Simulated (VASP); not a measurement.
**Geometry relaxation, with input and output: BaTiO$_{3}$ (part 2 of 2)**

Continued. System: BaTiO$_{3}$ (P4mm, 5 atoms in the cell). Method: Kohn-Sham DFT of a periodic cell, LDA, VASP PAW LDA potentials, recommended, no spin polarisation (VASP 6.6.1); cutoff 600 eV, 8×8×8 k-mesh, Gaussian smearing of 0.03 eV. The structure derives from an entry of the Crystallography Open Database.

Geometry of the input (Å; fractional positions):
```
3.9418  0.0000  0.0000
0.0000  3.9418  -0.0000
0.0000  0.0000  3.9886
Ba 0.0000  0.0000  0.0019
Ti 0.5000  0.5000  0.4894
O  0.5000  0.5000  0.0222
O  0.5000  0.0000  0.5148
O  0.0000  0.5000  0.5148
```

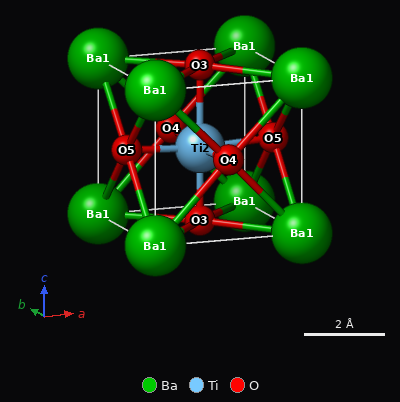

*The geometry at step 2 of the log (ball-and-stick view of the cell of the calculation, seen slightly off an axis; atoms are numbered from 1 in the order of the input).*

### Parts of OUTCAR, continued
```
 -----------------------------------------------------------------------------------
      0.00000      0.00000      0.00754         0.000000     -0.000000      0.004325
      1.97089      1.97089      1.95192        -0.000000      0.000000     -0.003934
      1.97089      1.97089      0.08858        -0.000000     -0.000000     -0.006007
      1.97089      0.00000      2.05321        -0.000000     -0.000000      0.002808
      0.00000      1.97089      2.05321         0.000000     -0.000000      0.002808
 -----------------------------------------------------------------------------------
    total drift:                                0.000000     -0.000000      0.000520

  FREE ENERGIE OF THE ION-ELECTRON SYSTEM (eV)
  ---------------------------------------------------
  free  energy   TOTEN  =       -44.1700627093 eV

  energy  without entropy=      -44.1700627093  energy(sigma->0) =      -44.17006271

--------------------------------------- Ionic step        2  -------------------------------------------

 number of electron      39.9999984 magnetization

------------------------ aborting loop because EDIFF is reached ----------------------------------------

  FORCE on cell =-STRESS in cart. coord.  units (eV):
  Direction    XX          YY          ZZ          XY          YZ          ZX
  --------------------------------------------------------------------------------------
  -------------------------------------------------------------------------------------
  Total       -0.0184629     -0.0184629     -0.0164802      0.0000000      0.0000000      0.0000000
  in kB       -0.4771106     -0.4771106     -0.4258753      0.0000000      0.0000000      0.0000000
  external PRESSURE =      -0.4600321 kB  Pullay stress =       0.0000000 kB

 VOLUME and BASIS-vectors are now :
 -----------------------------------------------------------------------------
  energy-cutoff  :      600.00
  volume of cell :       62.00
      direct lattice vectors                 reciprocal lattice vectors
     3.942113613  0.000000000  0.000000000     0.253671025  0.000000000  0.000000000
     0.000000000  3.942113613  0.000000000     0.000000000  0.253671025  0.000000000
     0.000000000 -0.000000000  3.989638187     0.000000000  0.000000000  0.250649295

 POSITION                                       TOTAL-FORCE (eV/Angst)
 -----------------------------------------------------------------------------------
      0.00000      3.94211      0.00775         0.000000     -0.000000      0.001674
      1.97106      1.97106      1.95222         0.000000      0.000000     -0.005824
      1.97106      1.97106      0.08831         0.000000     -0.000000      0.003100
      1.97106      3.94211      2.05386         0.000000     -0.000000      0.000525
      0.00000      1.97106      2.05386         0.000000     -0.000000      0.000525
 -----------------------------------------------------------------------------------
    total drift:                                0.000000     -0.000000      0.000516

  FREE ENERGIE OF THE ION-ELECTRON SYSTEM (eV)
  ---------------------------------------------------
  free  energy   TOTEN  =       -44.1700654792 eV

  energy  without entropy=      -44.1700654792  energy(sigma->0) =      -44.17006548

--------------------------------------- Ionic step        3  -------------------------------------------

 number of electron      39.9999984 magnetization

------------------------ aborting loop because EDIFF is reached ----------------------------------------

  FORCE on cell =-STRESS in cart. coord.  units (eV):
  Direction    XX          YY          ZZ          XY          YZ          ZX
  --------------------------------------------------------------------------------------
  -------------------------------------------------------------------------------------
  Total       -0.0126045     -0.0126045     -0.0082189      0.0000000      0.0000000      0.0000000
  in kB       -0.3257664     -0.3257664     -0.2124207      0.0000000      0.0000000      0.0000000
  external PRESSURE =      -0.2879845 kB  Pullay stress =       0.0000000 kB

 VOLUME and BASIS-vectors are now :
 -----------------------------------------------------------------------------
  energy-cutoff  :      600.00
  volume of cell :       61.99
      direct lattice vectors                 reciprocal lattice vectors
     3.941998721  0.000000000  0.000000000     0.253678418  0.000000000  0.000000000
     0.000000000  3.941998721  0.000000000     0.000000000  0.253678418  0.000000000
     0.000000000 -0.000000000  3.989286384     0.000000000  0.000000000  0.250671399

 POSITION                                       TOTAL-FORCE (eV/Angst)
 -----------------------------------------------------------------------------------
      0.00000     -0.00000      0.00768         0.000000     -0.000000      0.002572
      1.97100      1.97100      1.95212         0.000000      0.000000     -0.005094
      1.97100      1.97100      0.08841         0.000000      0.000000     -0.000093
      1.97100     -0.00000      2.05363         0.000000     -0.000000      0.001307
      0.00000      1.97100      2.05363         0.000000     -0.000000      0.001307
 -----------------------------------------------------------------------------------
    total drift:                                0.000000     -0.000000      0.000567

  FREE ENERGIE OF THE ION-ELECTRON SYSTEM (eV)
  ---------------------------------------------------
  free  energy   TOTEN  =       -44.1700666181 eV

  energy  without entropy=      -44.1700666181  energy(sigma->0) =      -44.17006662

--------------------------------------- Ionic step        4  -------------------------------------------

 number of electron      39.9999984 magnetization

 Free energy of the ion-electron system (eV)
  ---------------------------------------------------
  ext. energy  EPLUGINS =         0.00000000
  ---------------------------------------------------
  free energy    TOTEN  =       -44.17006655 eV

  energy without entropy =      -44.17006655  energy(sigma->0) =      -44.17006655

 E-fermi :   3.9828     XC(G=0): -11.9059     alpha+bet :-14.8528

 val. band max:        3.8475082959   @ k =   0.5000   0.5000   0.5000
 cond. band min:       5.5981545181   @ k =   0.0000   0.0000   0.0000
 fundamental gap:      1.7506462223
 Fermi energy:         3.9828251331

 k-point     1 :       0.0000    0.0000    0.0000
  band No.  band energies     occupation
      1     -51.8555      2.00000
      2     -28.5331      2.00000
      3     -28.4926      2.00000
      4     -28.4926      2.00000
      5     -20.8109      2.00000
      6     -12.8627      2.00000
      7     -12.1921      2.00000
      8     -12.1497      2.00000
      9      -6.0563      2.00000
     10      -6.0299      2.00000
     11      -6.0299      2.00000
     12       1.4951      2.00000
     13       1.5235      2.00000
     14       1.5235      2.00000
     15       2.5037      2.00000
     16       2.5037      2.00000
     17       2.6017      2.00000
     18       3.5359      2.00000
     19       3.5558      2.00000
     20       3.5558      2.00000
     21       5.5982      0.00000
     22       5.8358      0.00000
     23       5.8358      0.00000
     24       8.1252      0.00000

 k-point     2 :       0.1250    0.0000    0.0000
  band No.  band energies     occupation
      1     -51.8552      2.00000
      2     -28.5327      2.00000
      3     -28.5026      2.00000
      4     -28.4922      2.00000
      5     -20.7891      2.00000
      6     -12.8801      2.00000
      7     -12.1828      2.00000
      8     -12.1362      2.00000
      9      -6.0284      2.00000
     10      -6.0010      2.00000
     11      -5.9527      2.00000
     12       1.2368      2.00000
     13       1.4453      2.00000
     14       1.4734      2.00000
     15       2.2642      2.00000
     16       2.3343      2.00000
     17       2.4922      2.00000
     18       3.1662      2.00000
     19       3.4048      2.00000
     20       3.5067      2.00000
     21       5.8450      0.00000
     22       5.9613      0.00000
     23       6.0567      0.00000
     24       8.1675      0.00000

 k-point     3 :       0.2500    0.0000    0.0000
  band No.  band energies     occupation
      1     -51.8547      2.00000
      2     -28.5318      2.00000
      3     -28.5265      2.00000
      4     -28.4912      2.00000
      5     -20.7357      2.00000
      6     -12.9812      2.00000
      7     -12.1595      2.00000
      8     -12.0321      2.00000
      9      -5.9588      2.00000
     10      -5.9291      2.00000
     11      -5.7696      2.00000
     12       0.5750      2.00000
     13       1.2625      2.00000
     14       1.2858      2.00000
     15       1.9011      2.00000
     16       2.0604      2.00000
     17       2.1877      2.00000
     18       2.5532      2.00000
     19       3.1375      2.00000
     20       3.2499      2.00000
     21       5.9036      0.00000
     22       6.6582      0.00000
     23       6.6701      0.00000
     24       8.1697      0.00000

 k-point     4 :       0.3750    0.0000    0.0000
  band No.  band energies     occupation
      1     -51.8542      2.00000
      2     -28.5503      2.00000
      3     -28.5306      2.00000
      4     -28.4903      2.00000
      5     -20.6810      2.00000
      6     -13.1270      2.00000
      7     -12.1414      2.00000
      8     -11.8590      2.00000
      9      -5.8858      2.00000
     10      -5.8538      2.00000
     11      -5.5893      2.00000
     12      -0.0574      2.00000
     13       1.0167      2.00000
     14       1.0225      2.00000
     15       1.6240      2.00000
     16       1.8904      2.00000
     17       1.9277      2.00000
     18       2.1309      2.00000
     19       2.9244      2.00000
     20       3.0416      2.00000
     21       5.9623      0.00000
     22       7.2669      0.00000
     23       7.2847      0.00000
     24       8.1626      0.00000

 k-point     5 :       0.5000    0.0000    0.0000
  band No.  band energies     occupation
      1     -51.8540      2.00000
      2     -28.5601      2.00000
      3     -28.5302      2.00000
      4     -28.4899      2.00000
      5     -20.6579      2.00000
      6     -13.1931      2.00000
      7     -12.1343      2.00000
      8     -11.7753      2.00000
      9      -5.8544      2.00000
     10      -5.8216      2.00000
     11      -5.5152      2.00000
     12      -0.3124      2.00000
     13       0.9034      2.00000
     14       0.9072      2.00000
     15       1.5025      2.00000
     16       1.7481      2.00000
     17       1.8953      2.00000
     18       2.0331      2.00000
     19       2.8448      2.00000
     20       2.9646      2.00000
     21       5.9881      0.00000
     22       7.5055      0.00000
     23       7.5439      0.00000
     24       8.1531      0.00000

 [... the levels of 18 k-points are left out ...]

 k-point    24 :       0.5000    0.1250    0.1250
  band No.  band energies     occupation
      1     -51.8537      2.00000
      2     -28.5587      2.00000
      3     -28.5383      2.00000
      4     -28.4992      2.00000
      5     -20.6324      2.00000
      6     -13.0303      2.00000
      7     -12.1018      2.00000
      8     -11.8481      2.00000
      9      -6.0147      2.00000
     10      -5.7174      2.00000
     11      -5.7014      2.00000
     12      -0.3714      2.00000
     13       0.7051      2.00000
     14       0.8432      2.00000
     15       0.9462      2.00000
     16       1.3507      2.00000
     17       2.2619      2.00000
     18       2.5078      2.00000
     19       2.6903      2.00000
     20       2.7891      2.00000
     21       6.4078      0.00000
     22       7.5369      0.00000
     23       7.5684      0.00000
     24       8.7805      0.00000

 [... further k-points ...]

------------------------ aborting loop because EDIFF is reached ----------------------------------------

  FORCE on cell =-STRESS in cart. coord.  units (eV):
  Direction    XX          YY          ZZ          XY          YZ          ZX
  --------------------------------------------------------------------------------------
  -------------------------------------------------------------------------------------
  Total       -0.0064607     -0.0064607      0.0007995      0.0000000     -0.0000000      0.0000000
  in kB       -0.1669855     -0.1669855      0.0206651      0.0000000     -0.0000000      0.0000000
  external PRESSURE =      -0.1044353 kB  Pullay stress =       0.0000000 kB

 VOLUME and BASIS-vectors are now :
 -----------------------------------------------------------------------------
  energy-cutoff  :      600.00
  volume of cell :       61.99
      direct lattice vectors                 reciprocal lattice vectors
     3.941964797  0.000000000  0.000000000     0.253680601  0.000000000  0.000000000
     0.000000000  3.941964797  0.000000000     0.000000000  0.253680601  0.000000000
     0.000000000 -0.000000000  3.989182509     0.000000000  0.000000000  0.250677927

 POSITION                                       TOTAL-FORCE (eV/Angst)
 -----------------------------------------------------------------------------------
      0.00000      3.94196      0.00766        -0.000000     -0.000000      0.002859
      1.97098      1.97098      1.95208        -0.000000      0.000000     -0.004914
      1.97098      1.97098      0.08843         0.000000      0.000000     -0.001090
      1.97098      3.94196      2.05357        -0.000000     -0.000000      0.001573
      0.00000      1.97098      2.05357        -0.000000     -0.000000      0.001573
 -----------------------------------------------------------------------------------
    total drift:                                0.000000     -0.000000      0.000535

  FREE ENERGIE OF THE ION-ELECTRON SYSTEM (eV)
  ---------------------------------------------------
  free  energy   TOTEN  =       -44.1700665523 eV

  energy  without entropy=      -44.1700665523  energy(sigma->0) =      -44.17006655

 reached required accuracy - stopping structural energy minimisation
```

### CONTCAR
```
BaTiO3
   1.00000000000000
     3.9419647973266696    0.0000000000000000    0.0000000000000000
     0.0000000000000000    3.9419647973266696    0.0000000000000000
     0.0000000000000000   -0.0000000000000000    3.9891825090588129
  Ba              Ti              O
     1     1     3
Direct
     0.0000000000000000    1.0000000000000000    0.0019191113134059
     0.5000000000000000    0.5000000000000000    0.4893446042638468
     0.5000000000000000    0.5000000000000000    0.0221684768209608
     0.5000000000000000    1.0000000000000000    0.5147839038008963
     0.0000000000000000    0.5000000000000000    0.5147839038008963

  0.00000000E+00  0.00000000E+00  0.00000000E+00
  0.00000000E+00  0.00000000E+00  0.00000000E+00
  0.00000000E+00  0.00000000E+00  0.00000000E+00
  0.00000000E+00  0.00000000E+00  0.00000000E+00
  0.00000000E+00  0.00000000E+00  0.00000000E+00
```

### Trajectory as extended XYZ (Å, eV, eV/Å), 4 frames, from step=0 to step=3
```
5
Lattice="3.9418 0.0000 0.0000 0.0000 3.9418 0.0000 0.0000 0.0000 3.9886" Properties=species:S:1:pos:R:3:forces:R:3 step=0 energy=-44.17006
Ba    0.0000    0.0000    0.0075    0.0000   0.0000   0.0043
Ti    1.9709    1.9709    1.9519    0.0000   0.0000  -0.0039
O     1.9709    1.9709    0.0886    0.0000   0.0000  -0.0060
O     1.9709    0.0000    2.0532    0.0000   0.0000   0.0028
O     0.0000    1.9709    2.0532    0.0000   0.0000   0.0028
5
Lattice="3.9421 0.0000 0.0000 0.0000 3.9421 0.0000 0.0000 -0.0000 3.9896" Properties=species:S:1:pos:R:3:forces:R:3 step=1 energy=-44.17007
Ba    0.0000    3.9421    0.0078    0.0000   0.0000   0.0017
Ti    1.9711    1.9711    1.9522    0.0000   0.0000  -0.0058
O     1.9711    1.9711    0.0883    0.0000   0.0000   0.0031
O     1.9711    3.9421    2.0539    0.0000   0.0000   0.0005
O     0.0000    1.9711    2.0539    0.0000   0.0000   0.0005
5
Lattice="3.9420 0.0000 0.0000 0.0000 3.9420 0.0000 0.0000 -0.0000 3.9893" Properties=species:S:1:pos:R:3:forces:R:3 step=2 energy=-44.17007
Ba    0.0000    0.0000    0.0077    0.0000   0.0000   0.0026
Ti    1.9710    1.9710    1.9521    0.0000   0.0000  -0.0051
O     1.9710    1.9710    0.0884    0.0000   0.0000  -0.0001
O     1.9710    0.0000    2.0536    0.0000   0.0000   0.0013
O     0.0000    1.9710    2.0536    0.0000   0.0000   0.0013
5
Lattice="3.9420 0.0000 0.0000 0.0000 3.9420 0.0000 0.0000 -0.0000 3.9892" Properties=species:S:1:pos:R:3:forces:R:3 step=3 energy=-44.17007
Ba    0.0000    3.9420    0.0077    0.0000   0.0000   0.0029
Ti    1.9710    1.9710    1.9521    0.0000   0.0000  -0.0049
O     1.9710    1.9710    0.0884    0.0000   0.0000  -0.0011
O     1.9710    3.9420    2.0536    0.0000   0.0000   0.0016
O     0.0000    1.9710    2.0536    0.0000   0.0000   0.0016
```

### Summary

- outcome: converged
- space group (tolerance 0.01 Å): P4mm (99)
- electrons treated: 40
- free energy: −44.1701 eV
- gap on the k-point mesh: 1.75 eV
- pressure: −0.01 GPa
- final volume: 61.99 Å³
- largest force (length of the vector) at the end: 0.005 eV/Å
- final cell: a = 3.942 Å, b = 3.942 Å, c = 3.989 Å, α = 90.00°, β = 90.00°, γ = 90.00°
- wall time: 72 s (CPU time 2.4 min)
- peak memory: 0.23 GiB
